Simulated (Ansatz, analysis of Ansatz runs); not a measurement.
# Interstitial H+ in rutile SnO2: local vibrational mode, r2SCAN

How near does this set-up come to the measured local vibrational mode? Subject: interstitial H+ in rutile SnO2. Set-up: r2SCAN, 96-site cell, r2SCAN lattice, 500 eV, k: the single point 1/4 1/4 1/4. The model is a cell of 96 host atoms with 1 H put in. The frequencies come from force constants among the defect atom and its neighbours, with the masses of the isotopes named. A meta-GGA costs about twice a GGA and mends lattice constants and part of the gap.

**The experiment.** O-H stretch, 1H: 3156.1 cm⁻¹ at 4.2 K, by polarized FTIR absorption (“Hydrogen impurities and shallow donors in SnO2 studied by infrared spectroscopy”, 2011, F. Bekisli et al.). O-D stretch, 2H: 2360.4 cm⁻¹ at 4.2 K, by polarized FTIR absorption (“Hydrogen impurities and shallow donors in SnO2 studied by infrared spectroscopy”, 2011, F. Bekisli et al.).

Program: Ansatz 0.2.0. Level of theory: plane-wave PAW DFT, r2SCAN; relaxation of all atoms of a defect supercell. Results are calculated unless marked as measured.

**1. The structure**

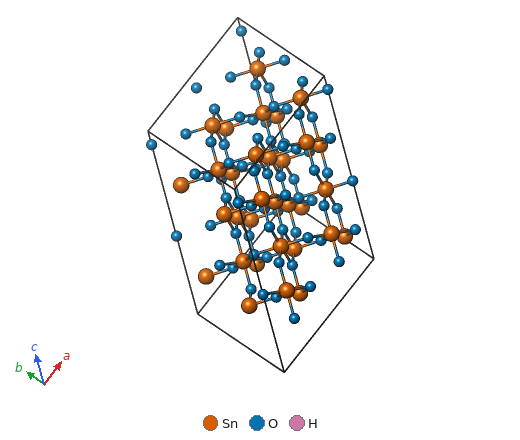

The starting structure, seen slightly off an axis (tin orange, oxygen blue, hydrogen pink). Bonds to atoms that aren't drawn are left out. H lies hidden behind other atoms in this view. Some periodic images of atoms are drawn too.

The cell holds 97 atoms: 32 Sn, 64 O and 1 H. Cell: a = 11.472 Å, b = 11.472 Å, c = 13.463 Å, α = 54.1°, β = 54.1°, γ = 71.9°. It derives from SnO2 (space group P4_2/mnm). Nearest the centre at fractional (0.278, 0.472, 0.699): H97 at 0.00 Å, O20 at 0.99 Å, Sn39 at 2.29 Å, Sn14 at 2.29 Å, Sn85 at 2.29 Å, O18 at 2.32 Å, O89 at 2.32 Å, O47 at 2.49 Å. The cell carries charge +1.

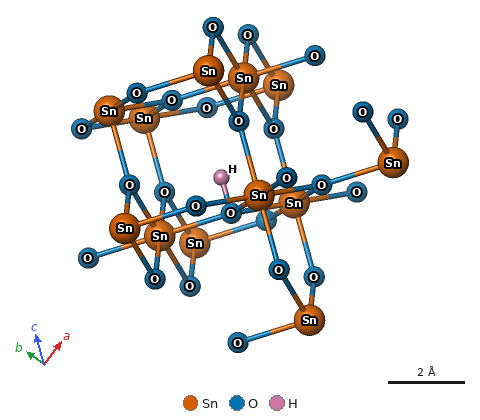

The atoms within 5 Å of the centre.

The host's primitive cell comes from a first run (plane-wave PAW DFT, r2SCAN; relaxation of the host's cell and atoms): vectors of 4.760, 4.760 and 3.201 Å. That is 12.09 Å³ an atom, 1.4 % over the diffraction cell's volume. The supercell is built on it.

**2. Relaxation, charge +1**

Every later number rests on the structure around the defect, so the atoms are relaxed at the host's lattice first.

relax/input.yaml

```yaml
relax:
  f_tol: 0.01
  max_steps: 80
  random_displacement: { amplitude: 0.02, seed: 40 }
crystal:
  lattice:
    - [0.0, 9.51989799, 6.40157012]
    - [9.51989799, 0.0, 6.40157012]
    - [9.51989799, 9.51989799, 0.0]
  atoms:
    - { symbol: Sn, position: [0.0, 0.0, 0.0] }
    - { symbol: Sn, position: [0.25, 0.25, 0.25] }
    - { symbol: Sn, position: [0.125, 0.125, 0.125] }
    - { symbol: Sn, position: [0.375, 0.375, 0.375] }
    - { symbol: O, position: [0.0, 0.0, 0.152954559] }
[... 4 atom lines left out ...]
    - { symbol: O, position: [0.25, 0.25, 0.097045441] }
[... 3 atom lines left out ...]
    - { symbol: Sn, position: [0.25, 0.25, 0.75] }
[... 1 atom line left out ...]
    - { symbol: Sn, position: [0.375, 0.375, 0.875] }
[... 1 atom line left out ...]
    - { symbol: O, position: [0.25, 0.25, 0.902954559] }
    - { symbol: O, position: [0.027954559, 0.222045441, 0.875] }
    - { symbol: O, position: [0.277954559, 0.472045441, 0.625] }
[... 1 atom line left out ...]
    - { symbol: O, position: [0.25, 0.25, 0.597045441] }
    - { symbol: O, position: [0.222045441, 0.027954559, 0.875] }
    - { symbol: O, position: [0.472045441, 0.277954559, 0.625] }
    - { symbol: Sn, position: [0.0, 0.5, 0.0] }
    - { symbol: Sn, position: [0.25, 0.75, 0.25] }
[... 1 atom line left out ...]
    - { symbol: Sn, position: [0.375, 0.875, 0.375] }
[... 1 atom line left out ...]
    - { symbol: O, position: [0.25, 0.75, 0.402954559] }
[... 4 atom lines left out ...]
    - { symbol: O, position: [0.222045441, 0.527954559, 0.375] }
[... 1 atom line left out ...]
    - { symbol: Sn, position: [0.0, 0.5, 0.5] }
    - { symbol: Sn, position: [0.25, 0.75, 0.75] }
    - { symbol: Sn, position: [0.125, 0.625, 0.625] }
[... 1 atom line left out ...]
    - { symbol: O, position: [0.0, 0.5, 0.652954559] }
    - { symbol: O, position: [0.25, 0.75, 0.902954559] }
    - { symbol: O, position: [0.027954559, 0.722045441, 0.875] }
[... 1 atom line left out ...]
    - { symbol: O, position: [0.0, 0.5, 0.847045441] }
    - { symbol: O, position: [0.25, 0.75, 0.597045441] }
    - { symbol: O, position: [0.222045441, 0.527954559, 0.875] }
    - { symbol: O, position: [0.472045441, 0.777954559, 0.625] }
[... 11 atom lines left out ...]
    - { symbol: O, position: [0.972045441, 0.277954559, 0.125] }
[... 2 atom lines left out ...]
    - { symbol: Sn, position: [0.625, 0.125, 0.625] }
    - { symbol: Sn, position: [0.875, 0.375, 0.875] }
[... 2 atom lines left out ...]
    - { symbol: O, position: [0.527954559, 0.222045441, 0.875] }
[... 1 atom line left out ...]
    - { symbol: O, position: [0.5, 0.0, 0.847045441] }
    - { symbol: O, position: [0.75, 0.25, 0.597045441] }
[... 3 atom lines left out ...]
    - { symbol: Sn, position: [0.75, 0.75, 0.25] }
[... 3 atom lines left out ...]
    - { symbol: O, position: [0.75, 0.75, 0.402954559] }
    - { symbol: O, position: [0.527954559, 0.722045441, 0.375] }
[... 1 atom line left out ...]
    - { symbol: O, position: [0.5, 0.5, 0.347045441] }
[... 1 atom line left out ...]
    - { symbol: O, position: [0.722045441, 0.527954559, 0.375] }
[... 1 atom line left out ...]
    - { symbol: Sn, position: [0.5, 0.5, 0.5] }
[... 1 atom line left out ...]
    - { symbol: Sn, position: [0.625, 0.625, 0.625] }
[... 1 atom line left out ...]
    - { symbol: O, position: [0.5, 0.5, 0.652954559] }
[... 3 atom lines left out ...]
    - { symbol: O, position: [0.5, 0.5, 0.847045441] }
[... 2 atom lines left out ...]
    - { symbol: O, position: [0.972045441, 0.777954559, 0.625] }
    - { symbol: H, position: [0.277954559, 0.472045441, 0.698875] }
total_charge: 1
basis:
  ecutwfc: 500
  xc_grid: 2
hamiltonian:
  xc: r2scan
kpoints:
  mp_grid: { grid: [1, 1, 1], shift: [0.25, 0.25, 0.25] }
scf:
  occupations: { method: fermi_dirac, width: 0.01 }
  max_iter: 120
output:
  forces: true
checkpoint:
  write: "../relax.run"
  compress: false
  write_wavefunctions: true
  write_every: 100000
```

Started as:

```
$ ansatz run input.yaml --threads 32 --pin off --max-ram 84787MiB --backend cuda --events-out ev --progress --plain --runs-dir out --max-vram 78GiB
```

The log of the run:

```text
Engine: ansatz 0.2.0, aarch64-unknown-linux-gnu
[...]
Pseudopotential: Sn, paw, valence charge 14, recommended cutoff 500 eV (meta_gga), Sn.paw.azcp
Pseudopotential: O, paw, valence charge 6, recommended cutoff 500 eV (meta_gga), O.paw.azcp
Pseudopotential: H, paw, valence charge 1, recommended cutoff 500 eV (meta_gga), H.paw.azcp
Functional definition: r2SCAN
[...]
Crystal: 97 atoms, lattice volume = 1160.329 Å³
Basis set: ecut = 500 eV, 29483 PW (Γ), exchange–correlation on 180×180×200 points (8 copies of the dense FFT grid, shifted against one another)
Bands: 513, of which v1, the nominal top of the filled ones, is band 416 counted from 1 (415 counted from 0)
[...]
k-points: 1
[...]
Functional: x = r2scan, c = r2scan; τ floored in thin density (d = 2e-4 eV/Å³)
SCF iter   1: F=—  HF=-229662.315587 eV  |Δ(HF+E_count)|=         —  Δρ=1.23e-2  dr2=1.23e0  dr2_τ=4.39e0  Hψ=2035
[...]
relax step   8: F+E_penalty+E_count = -229665.23624592 eV  Δ(F+E_penalty+E_count) = -1.153e-7 eV  max|allowed force component| = 3.651e-3 eV/Å  Δτ_max = 0.0000 Å  (3 SCF iters, accepted)
[...]
SCF iter   1: F=—  HF=-229665.236246 eV  |Δ(HF+E_count)|=         —  Δρ=2.38e-6  dr2=5.11e-8  dr2_τ=8.73e-9  Hψ=1839
SCF iter   2: F=-229665.236246 eV  HF=-229665.236246 eV  |Δ(HF+E_count)|=  3.49e-10  Δρ=8.43e-7  dr2=6.80e-9  dr2_τ=1.94e-9  Hψ=1402
SCF 9 converged in 2 iterations: F = -229665.236246 eV  dr2 = 6.80e-9
[...]
SCF converged after 2 iterations
Free energy (F): -229665.236246 eV
[...]
Fermi energy:    9.977925 eV
--- Per-component energies (eV) ---
[...]
--- Forces (eV/Å), atoms counted from 1 ---
[...]
--- Band table (eV) ---
[...]
--- Relaxed structure (8 steps of the walk, 8 accepted, 0 SCFs on fresh bases) ---
[...]
```

Elapsed: 11 s, on 1 × NVIDIA GB200 with 32 threads of Arm Neoverse V2, shared host; peak memory 2.2 GiB; 38 s of CPU time.

The steps of the relaxation:

```
step  energy less that of the first step (eV)  largest force component (eV/Å)
   1                                   0.0000                          3.7515
   2                                  -1.2906                          0.7129
   3                                  -1.4127                          0.2518
   4                                  -1.4346                          0.1125
   5                                  -1.4422                          0.0655
   6                                  -1.4460                          0.0476
   7                                  -1.4462                          0.0037
   8                                  -1.4462                          0.0037
```

The atoms that moved most (Å, from the sites as typed, ahead of the random displacement, the mean shift of all atoms taken out):

```
atom      dx      dy      dz  length
 H97   0.271   0.055   0.000   0.276
 O20   0.206   0.142   0.001   0.250
Sn39   0.073  -0.143   0.000   0.160
 O47  -0.122  -0.078   0.000   0.145
Sn85  -0.061   0.063   0.062   0.107
Sn14  -0.061   0.063  -0.062   0.107
 O96   0.038  -0.074   0.000   0.083
Sn16   0.004   0.068   0.000   0.068
```

Neighbours of H97 at the end:

```
atom  distance (Å)
 O20         0.985
 O47         2.079
 O89         2.324
 O18         2.324
Sn39         2.422
 O45         2.496
 O46         2.496
Sn85         2.579
Sn14         2.580
```

Numbers from this step:

```yaml
free_energy: -229665.2362 eV
```

The relaxation ends 15 meV an atom lower than the displaced start, with a largest force component of 0.0037 eV/Å.

**3. Local vibrational modes**

A local mode lives on the defect and the atoms next to it, so only the sites listed in the input are displaced, which costs far fewer SCF runs than the whole cell would.

This step: plane-wave PAW DFT, r2SCAN; finite-displacement force constants among the atoms nearest to a defect, the others at rest.

modes/input.yaml

```yaml
crystal:
  lattice:
    - [0.0, 9.51989799, 6.40157012]
    - [9.51989799, 0.0, 6.40157012]
    - [9.51989799, 9.51989799, 0.0]
  atoms:
    - { symbol: Sn, position: [-0.001698969, -0.000890384, 0.00135631] }
    - { symbol: Sn, position: [0.251369572, 0.249052217, 0.250626949] }
[... 11 atom lines left out ...]
    - { symbol: Sn, position: [0.25156242, 0.238910866, 0.754963729] }
[... 1 atom line left out ...]
    - { symbol: Sn, position: [0.378281311, 0.371898245, 0.878762429] }
[... 1 atom line left out ...]
    - { symbol: O, position: [0.252824646, 0.249627332, 0.901360354] }
[... 1 atom line left out ...]
    - { symbol: O, position: [0.274595809, 0.475762684, 0.643186215] }
[... 3 atom lines left out ...]
    - { symbol: O, position: [0.470110356, 0.280086151, 0.623326112] }
[... 14 atom lines left out ...]
    - { symbol: Sn, position: [0.113622336, 0.636588493, 0.621311153] }
[... 5 atom lines left out ...]
    - { symbol: O, position: [-0.000293446, 0.503760944, 0.843621117] }
    - { symbol: O, position: [0.246327784, 0.750535361, 0.596920716] }
    - { symbol: O, position: [0.224252193, 0.525903675, 0.864511088] }
[... 37 atom lines left out ...]
    - { symbol: Sn, position: [0.511300545, 0.498628582, 0.495257568] }
[... 3 atom lines left out ...]
    - { symbol: O, position: [0.500628618, 0.497413708, 0.653584774] }
[... 7 atom lines left out ...]
    - { symbol: H, position: [0.266600202, 0.483665541, 0.715963575] }
total_charge: 1
basis:
  ecutwfc: 500
  xc_grid: 2
hamiltonian:
  xc: r2scan
kpoints:
  mp_grid: { grid: [1, 1, 1], shift: [0.25, 0.25, 0.25] }
scf:
  occupations: { method: fermi_dirac, width: 0.01 }
  max_iter: 120
output: {}
checkpoint:
  read: "../relax.run"
phonons:
  supercell: [1, 1, 1]
  displaced_sites: [17, 19, 46, 88, 96]
```

The log of the run:

```text
Warning: basis.xc_grid 2: finite-displacement phonons take 5 at the least, and a number is run as typed, so the frequencies can be off [figures from the program's tests cut]
[...]
Crystal: 97 atoms, lattice volume = 1160.329 Å³
Basis set: ecut = 500 eV, 29483 PW (Γ), exchange–correlation on 180×180×200 points (8 copies of the dense FFT grid, shifted against one another)
Bands: 513, of which v1, the nominal top of the filled ones, is band 416 counted from 1 (415 counted from 0)
[...]
k-points: 1
[...]
SCF 9 converged in 8 iterations: F = -229665.236199 eV  dr2 = 4.52e-12
[...]
SCF 10 converged in 5 iterations: F = -229665.236203 eV  dr2 = 4.11e-13
[...]
SCF 32 converged in 5 iterations: F = -229665.236199 eV  dr2 = 6.57e-13
[...]
force constants formed among 5 of 97 sites (O 17, O 19, O 46, O 88, H 96); the other 92 at rest. The modes move the named sites alone.
  the frequencies, the zero-point energy and the sums are of the block with the acoustic sum rule laid on its rows. Row sums over every site: 5.3e-2 eV/Å² at the most
  transpose residual: 3.1e-4 eV/Å²
  largest component of a force at the reference: 1.9e-3 eV/Å on a named site, 3.7e-3 eV/Å on a site at rest
  frequencies among the named sites at Γ of the cell (cm⁻¹): 246.97 273.18 304.40 340.38 357.76 478.22 482.67 501.70 523.21 609.74 626.60 654.20 858.30 1166.44 3402.50
  unstable modes among the named sites: 0
  frequencies as built, with no sum rule (cm⁻¹): 246.78 272.92 304.28 340.39 357.60 478.34 482.55 500.92 523.32 609.14 626.65 654.12 858.57 1166.63 3402.52
  zero-point energy: 0.671143 eV/cell   skipped modes (ω ≤ 0): 0
  not written: the harmonic force-constant file, the file of eigenvectors (these modes' are written with the force constants), the density of states and the dispersion, which are of every site
[...]
[key lines of the parts left out:]
SCF converged after 2 iterations
Free energy (F): -229665.236246 eV
Fermi energy:    9.977925 eV
```

Wall time 17 s (1 × NVIDIA GB200 with 32 threads); peak memory 2.9 GiB.

Read from the output:

* free energy: -229665.2362 eV

The modes with the largest weight on the probed atoms (the light atom of a pair), for the masses of each isotope. Modes of the displaced atoms (local only where they lie over the host's phonons):

```
isotopes  mode (cm⁻¹)  share of the defect atoms
       H         3403                      0.942
       H         1166                      0.967
       H        858.4                      0.887
       D         2477                      0.888
       D        842.5                      0.897
       D        658.3                      0.472
```

**4. Outcome**

```
distance from the defect atom to its nearest neighbour : 0.985 Å
O-H stretch, 1H                                        : 3403 cm⁻¹
O-D stretch, 2H                                        : 2477 cm⁻¹
time of the whole chain                                : 32 s on 32 threads and a graphics card
```

**Reading.** O-H stretch, 1H: computed 3403 cm⁻¹, measured 3156.1 cm⁻¹; 247 cm⁻¹ (8 %) above the measurement. O-D stretch, 2H: computed 2477 cm⁻¹, measured 2360.4 cm⁻¹; 117 cm⁻¹ (5 %) above the measurement. The computed value is harmonic, while the measured line is the anharmonic fundamental, which for X–H stretches usually lies a few per cent lower. Only the named neighbours move, so modes near the host's band are approximate.

[Logs are printed without paths, hosts, clocks, repeated set-up lines and the standing remarks that a program may print on its own settings, such as how far it seeks lower states.]

[Hosts, paths, dates, database ids (printed as entryN), source tags and the programs' standing remarks are cut or masked in the printed files.]

[For some hosts the program warned that the k-mesh of the response run may be too coarse for force constants and the static dielectric constant; such warnings are not shown here.]
